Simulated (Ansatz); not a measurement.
## Electronic structure of WS2 in real space

The calculation's input:

```
crystal:
  lattice:
    - [0.0, 3.38885149, 3.38885149]
    - [3.38885149, 0.0, 3.38885149]
    - [3.38885149, 3.38885149, 0.0]
  atoms:
    - { symbol: W, position: [0.0, 0.0, 0.0] }
    - { symbol: S, position: [0.25, 0.25, 0.25] }
    - { symbol: S, position: [0.75, 0.75, 0.75] }
kpoints:
  mp_grid: { grid: [6, 6, 6] }
hamiltonian:
  xc: pbesol
scf:
  occupations: { method: fermi_dirac, width: 0.03 }
relax:
  f_tol: 0.01
  cell: {}
  max_steps: 120
output:
  write_density: true
  write_potential: true
  elf: true
  volumetric_format: npy
```

Run with:

```sh
ansatz run input.yaml --threads 2 --pin off --max-ram 2211MiB --backend cpu --events-out ev --progress --plain --runs-dir out
```

Below, planes, directions and counts refer to the conventional cell (a = 5.80 Å, b = 5.80 Å, c = 5.80 Å, α = 90.00°, β = 90.00°, γ = 90.00°).

The fields are those of the relaxed geometry.

Space group Fm-3m; started from the fluorite prototype, which need not be the ambient phase.

All numbers below come from DFT, PBEsol, plane waves, PAW in Ansatz 0.2.0.

Core electrons are frozen (PAW), and the valence fields are smoothed inside the atomic spheres.

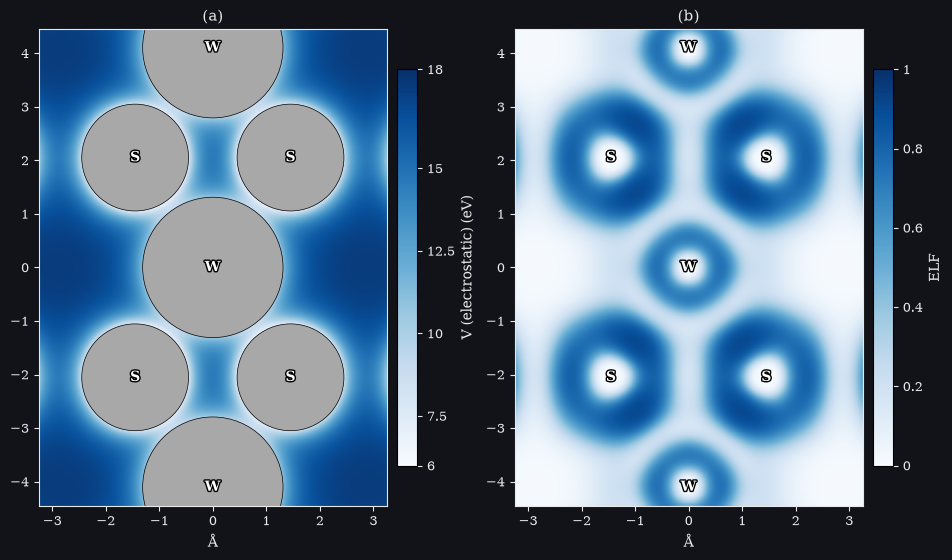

Figure 1. (a) electrostatic potential (local pseudopotential plus Hartree) felt by an electron; (b) electron localisation function on the (101) plane of the conventional cell. Grey discs cover the atomic cores in the potential map.

> Read the bonding off the picture.

- Atoms in the plane: W and S.
- W–S (2.51 Å): the ELF peaks at about 0.90 in the valence shell of S, 0.8 Å from its nucleus, and is about 0.45 at the midpoint.
- The features right at W lie inside the PAW spheres, where the map follows smoothed inner orbitals and isn't to be read closely.
- Outside the cores the potential energy rises away from the atoms and is highest about 2.5 Å from the nearest atoms; its zero is arbitrary.

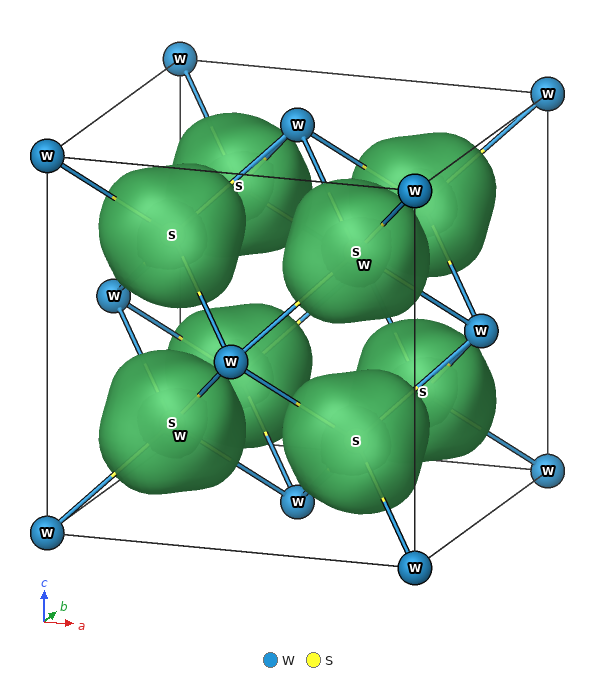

Figure 2. Isosurface of the electron localisation function at 0.65 (green), seen slightly off an axis. Only the valence region is drawn (cores and ρ < 0.01 e/Å³ removed). Sticks mark near contacts.

> What do the ELF domains correspond to?

The ELF exceeds this value in eight regions wrapped around S (the valence shell of each), counted in one cell of 12 atoms. Any copies at cell faces, edges or corners count once.
